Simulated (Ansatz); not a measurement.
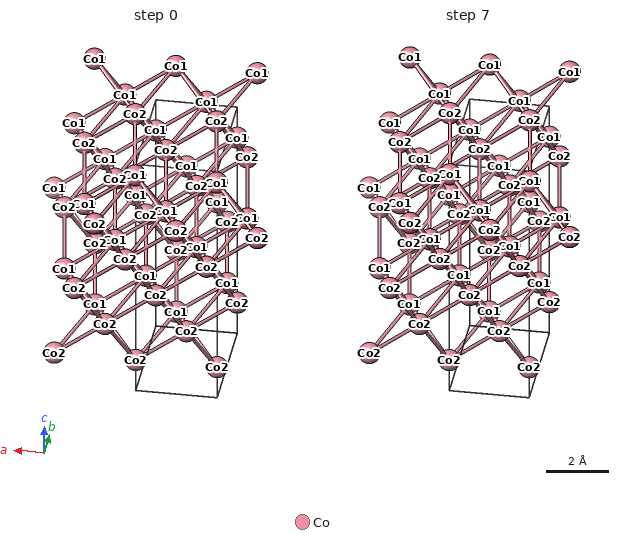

The structure of solid Co (built on the black phosphorus_64 type) before (left) and after (right) a relaxation, at one scale.

Style: ball-and-stick. Shown: the conventional cell (4 times the calculation's cell), repeated 2 × 2 × 1 with one cell outlined, from a free direction. Lengths and directions refer to the drawn axes.

Case: black phosphorus type (Cmce, No. 64).

Level of theory: Ansatz, DFT r2SCAN, scalar-relativistic, plane waves, PAW. Settings: plane-wave cutoff 500 eV; k-point mesh 26 × 26 × 26; occupations gaussian; smearing width 0.1 eV; collinear spin; cell and atoms relaxed; force threshold 0.01 eV/Å; at most 80 steps.

### Summarise the run.

The largest moves relative to the cell, 0.005 Å, are those of Co1 and Co2. Co2 goes along −c. The drawn cell changes as follows: a 2.683 → 2.631 Å (−1.9 %), b 3.976 → 4.009 Å (+0.8 %), c 8.696 → 8.709 Å (+0.2 %); the volume changes by −1.0 %. Near-neighbour distances that change, for instance: Co1–Co2 2.354 → 2.348 Å. The space group stays Fmmm (No. 69). After 5 accepted moves (7 points after the start) the energy has fallen by 1.4 meV per atom. Largest force component: 0.041 eV/Å at the start, 0.00058 eV/Å at the end. Pressure: −1.20 GPa at the start and 0.00 GPa at the end. At 2 points the geometry stayed and the basis and grid were re-selected for the new cell (energy shift of 0.1 meV per atom at most each time). The run took of the order of 30 core-minutes on a shared host.
